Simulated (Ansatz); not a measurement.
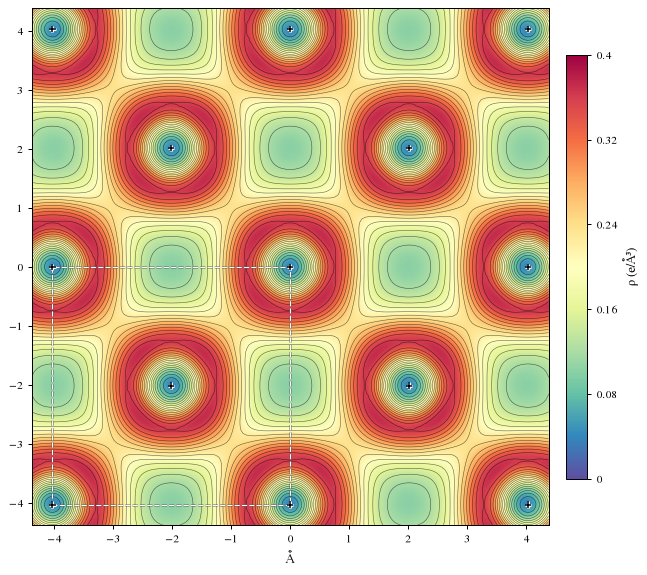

The valence pseudo-density on a plane through atoms (crosses mark nuclei in the plane).

All numbers below come from Ansatz 0.2.0, DFT, RPBE, plane waves (420 eV) with PAW, scalar-relativistic.

Candidates:
A. Ta, a = 4.30 Å, b = 4.30 Å, c = 4.30 Å, α = 90.00°, β = 90.00°, γ = 90.00°. Space group Fm-3m; set up as Ta, fcc; a generated structure, not necessarily the stable one; changed on purpose from its base cell (volume × 1.04); computed pressure about −7 GPa in this cell; computed without spin polarisation.
B. Si, a = 4.03 Å, b = 4.03 Å, c = 4.03 Å, α = 90.00°, β = 90.00°, γ = 90.00°. Space group Fm-3m; set up as Si, fcc; a generated structure, not necessarily the stable one; changed on purpose from its base cell (volume × 1.12); computed pressure about −7 GPa in this cell.
C. Na, a = 3.56 Å, b = 12.20 Å, c = 3.66 Å, α = 90.00°, β = 118.65°, γ = 90.00°. Space group C2/c; set up as Na, beta-Sn type; a generated structure, not necessarily the stable one; changed on purpose from its base cell (volume × 0.88).

Q: Which candidate gave the map?

A: Candidate B: Si on the (100) plane of the conventional cell, which holds Si. Si–Si (2.85 Å): ρ is about 0.24 e/Å³ halfway.
